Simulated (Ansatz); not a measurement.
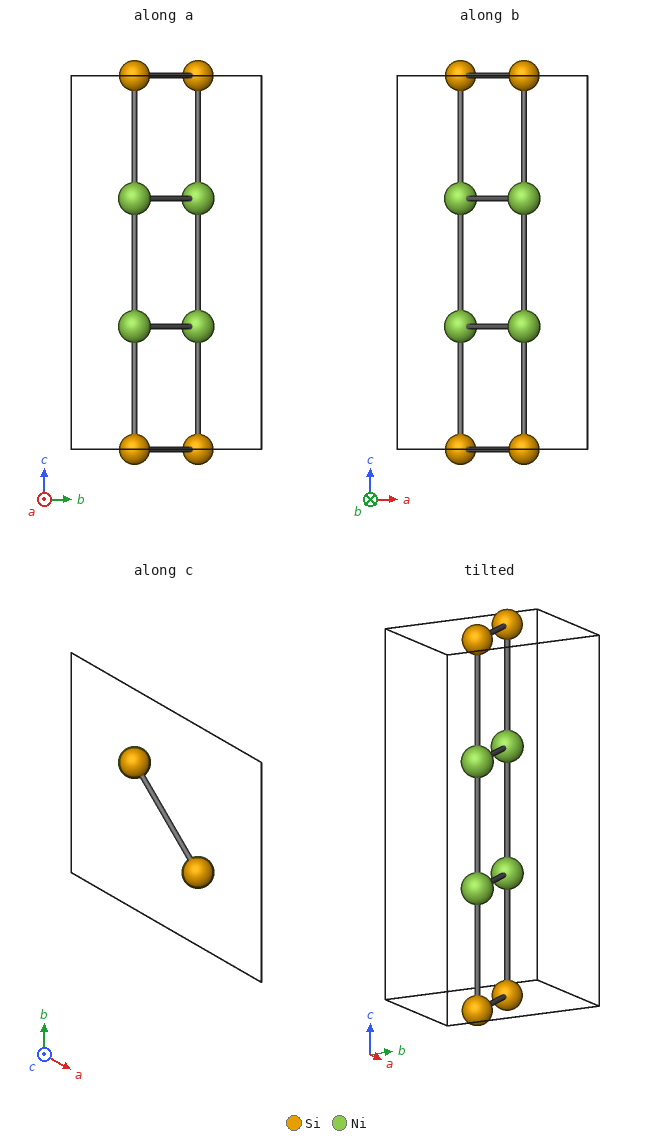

The figure gives a ball-and-stick picture of the atoms, viewed along the a axis, along the b axis, along the c axis and slightly off an axis. One conventional unit cell is outlined, and atoms on its boundary appear in each equivalent place.

Lattice parameters: a = 4.031 Å, b = 4.031 Å, c = 6.853 Å, α = 90.00°, β = 90.00°, γ = 120.00°.

Reconstruct the structure as a table of Wyckoff sites, with free fractional coordinates to two decimals.

Answer. Space group P6/mmm (No. 191).
```
atom  site       x       y     z
  Si    2c  0.3333  0.6667  0.00
  Ni    4h  0.3333  0.6667  0.33
```

Starting structure: a random cell made by a generator, so it need not be a real form of the compound. The geometry is the end of a relaxation with Ansatz 0.2.0, DFT PBE, scalar-relativistic, plane waves, PAW.
